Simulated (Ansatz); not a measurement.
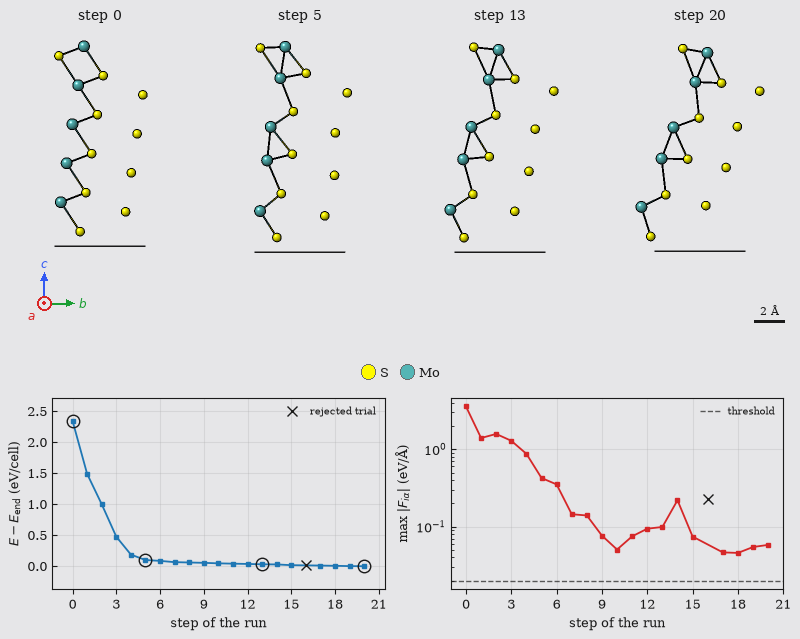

Frames of a relaxation of a slab of composition MoS₂ (cut from the R-3m phase), marked on the history of the run. A ball-and-stick model of the 3 × 1 repeat of the cell, outlined in the plane, without the vacuum, seen along the a axis.

Case: (1 0 1) slab, atoms relaxed. The slab is the (1 0 1) face of MoS2.

All numbers below come from Ansatz 0.2.0, DFT PBEsol, scalar-relativistic, plane waves, PAW.

Input file:
```yaml
crystal:
  lattice:
    - [3.1204068994, 0.0, 0.0]
    - [-1.5602034497, 6.1523258013, 0.0]
    - [0.0, 0.0, 27.7094872525]
  atoms:
    - { symbol: S, position: [0.639433734, 0.2788674681, 0.2706654198] }
    - { symbol: S, position: [0.8927216588, 0.7854433177, 0.319742744] }
    - { symbol: Mo, position: [0.5321553929, 0.0643107858, 0.3434408039] }
    - { symbol: S, position: [0.1715891269, 0.3431782539, 0.3671388639] }
    - { symbol: S, position: [0.4248770517, 0.8497541035, 0.416216188] }
    - { symbol: Mo, position: [0.0643107858, 0.1286215716, 0.439914248] }
    - { symbol: S, position: [0.7037445198, 0.4074890396, 0.4636123079] }
    - { symbol: S, position: [0.9570324446, 0.9140648893, 0.5126896321] }
    - { symbol: Mo, position: [0.5964661787, 0.1929323573, 0.5363876921] }
    - { symbol: S, position: [0.2358999127, 0.4717998254, 0.560085752] }
    - { symbol: S, position: [0.4891878375, 0.978375675, 0.6091630762] }
    - { symbol: Mo, position: [0.1286215716, 0.2572431431, 0.6328611361] }
    - { symbol: S, position: [0.7680553056, 0.5361106112, 0.6565591961] }
    - { symbol: S, position: [0.0213432304, 0.0426864608, 0.7056365202] }
    - { symbol: Mo, position: [0.6607769644, 0.3215539289, 0.7293345802] }
basis:
  ecutwfc: 420
kpoints:
  mp_grid: { grid: [11, 6, 1] }
hamiltonian:
  xc: pbesol
scf:
  occupations: { method: gaussian, width: 0.1 }
output:
  forces: true
  eigenvalues: true
  write_density: true
  write_potential: true
  elf: true
  volumetric_format: npy
relax:
  adjacent_minimum: "off"
  f_tol: 0.02
  max_steps: 60
efield:
  axis: 3
  dipole_correction: true
  ramp_width: 0.04
```

Launched with:
```bash
ansatz run input.yaml --threads 2 --pin off --max-ram 5120MiB --backend cpu --events-out ev --progress --plain --runs-dir out
```

**Describe the path.**

The run was cut off at its time limit before the relaxation converged, so the last structure is only a point on the way. S1 moves most relative to the layer's centre: 2.04 Å at 81° to the normal (−c side). By element the largest moves are S 2.04 Å, Mo 1.67 Å. The lattice vectors keep their values. Near-neighbour distances that change, for instance: Mo12–Mo15 3.120 → 2.665 Å, Mo6–Mo9 3.120 → 2.770 Å, Mo3–S5 2.410 → 2.725 Å, S1–Mo3 2.410 → 2.127 Å. Among the angles between lasting bonds that change: Mo3–S4–Mo6 80.7° → 105.0°, S4–Mo3–S5 99.3° → 75.5°, S4–Mo3–S5 99.3° → 75.5°. Over 19 accepted moves (20 points after the start) the energy falls by 2.343 eV per cell of the calculation. The largest force component goes from 3.6 to 0.058 eV/Å. The line search rejected the trial step at point 16 of the run. From step 0 to 5: Mo3 moves most (0.61 Å), energy −2.243 eV per cell of the calculation. From step 5 to 13: S and Mo atoms move most (0.94 Å), energy −68.9 meV per cell of the calculation. From step 13 to 20: S1 moves most (0.92 Å), energy −31.2 meV per cell of the calculation.

```json
{"step": "0", "E − E(0), meV/atom": "0.00", "largest force component, eV/Å": "3.5806", "note": ""}
{"step": "1", "E − E(0), meV/atom": "-56.97", "largest force component, eV/Å": "1.4003", "note": ""}
{"step": "2", "E − E(0), meV/atom": "-89.58", "largest force component, eV/Å": "1.5802", "note": ""}
{"step": "3", "E − E(0), meV/atom": "-124.50", "largest force component, eV/Å": "1.2892", "note": ""}
{"step": "4", "E − E(0), meV/atom": "-143.69", "largest force component, eV/Å": "0.8745", "note": ""}
{"step": "5", "E − E(0), meV/atom": "-149.55", "largest force component, eV/Å": "0.4261", "note": ""}
{"step": "6", "E − E(0), meV/atom": "-150.46", "largest force component, eV/Å": "0.3517", "note": ""}
{"step": "7", "E − E(0), meV/atom": "-151.83", "largest force component, eV/Å": "0.1449", "note": ""}
{"step": "8", "E − E(0), meV/atom": "-152.20", "largest force component, eV/Å": "0.1396", "note": ""}
{"step": "9", "E − E(0), meV/atom": "-152.57", "largest force component, eV/Å": "0.0766", "note": ""}
{"step": "10", "E − E(0), meV/atom": "-153.11", "largest force component, eV/Å": "0.0507", "note": ""}
{"step": "11", "E − E(0), meV/atom": "-153.45", "largest force component, eV/Å": "0.0751", "note": ""}
{"step": "12", "E − E(0), meV/atom": "-153.77", "largest force component, eV/Å": "0.0942", "note": ""}
{"step": "13", "E − E(0), meV/atom": "-154.14", "largest force component, eV/Å": "0.0991", "note": ""}
{"step": "14", "E − E(0), meV/atom": "-154.27", "largest force component, eV/Å": "0.2198", "note": ""}
{"step": "15", "E − E(0), meV/atom": "-155.07", "largest force component, eV/Å": "0.0745", "note": ""}
{"step": "16", "E − E(0), meV/atom": "-154.64", "largest force component, eV/Å": "0.2278", "note": "rejected"}
{"step": "17", "E − E(0), meV/atom": "-155.49", "largest force component, eV/Å": "0.0465", "note": ""}
{"step": "18", "E − E(0), meV/atom": "-155.76", "largest force component, eV/Å": "0.0458", "note": ""}
{"step": "19", "E − E(0), meV/atom": "-156.08", "largest force component, eV/Å": "0.0546", "note": ""}
{"step": "20", "E − E(0), meV/atom": "-156.21", "largest force component, eV/Å": "0.0582", "note": ""}
```
